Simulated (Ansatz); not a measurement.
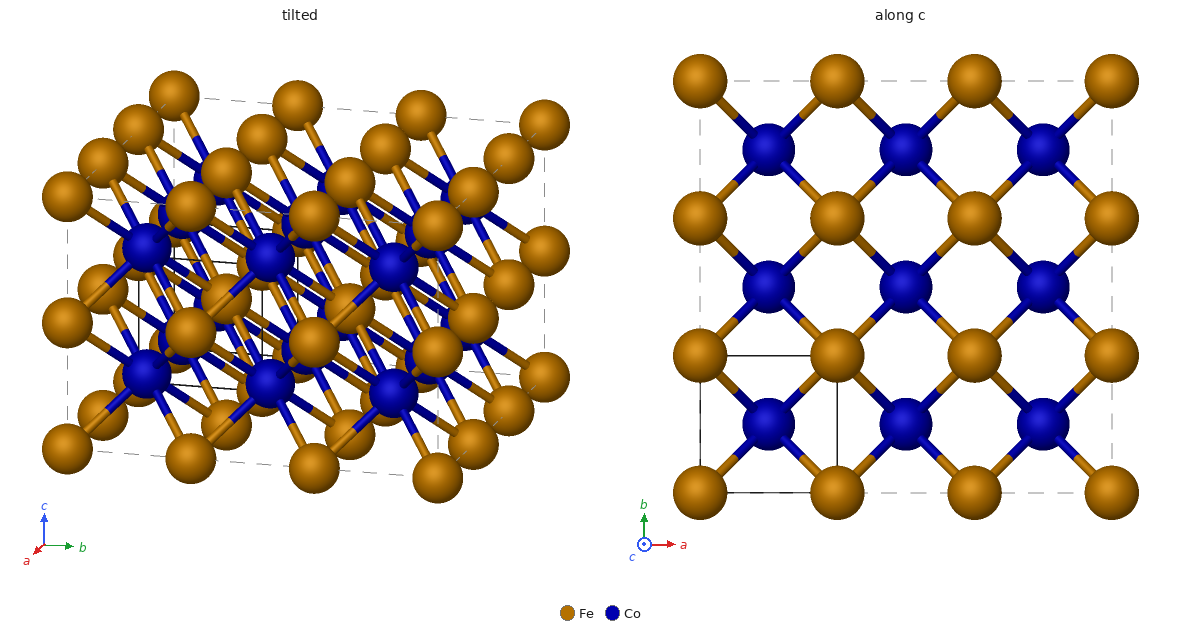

We look at a ball-and-stick model of the crystal slightly off an axis and along the c axis. The solid frame is a single unit cell within a 3×3×2 block. Cell: a = 2.845 Å, b = 2.845 Å, c = 2.902 Å, α = 90.00°, β = 90.00°, γ = 90.00°.

The formula is FeCo. Strictly the space group is P4/mmm (No. 123, within 0.01 Å). It is a distorted form of a primitive cubic structure, space group Pm-3m (No. 221) within 0.25 Å: caesium chloride (CsCl, B2) type. Content of the cell: 1 Fe, 1 Co (Z = 1). Each Fe atom is coordinated by eight Co in a cubic arrangement at about 2.5 Å. The neighbours of Co are eight Fe in a cubic arrangement at about 2.5 Å. Not all metal-metal contacts are counted. The bonds build a three-dimensional framework.

The starting point was a structure listed in the Materials Project. The cell was then strained or its atoms displaced on purpose. It was the input of a calculation with Ansatz.
